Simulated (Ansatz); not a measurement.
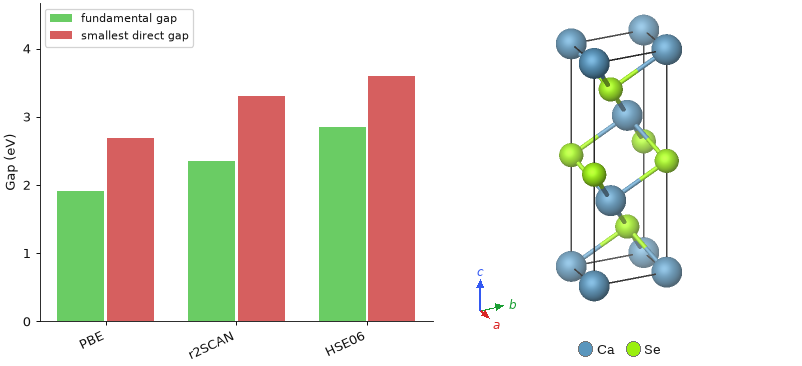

Gaps of CaSe, space group R-3m, 2 atoms in the cell, rocksalt type, epitaxial (111) strain +4.2%, at several levels of theory on one cell (Ansatz, plane waves and PAW; edges over the mesh and the special points).

### How does the gap depend on the level, and does its kind change?

In rising order: PBE 1.91 eV, r2SCAN 2.36 eV and HSE06 2.84 eV. It is indirect at every level.
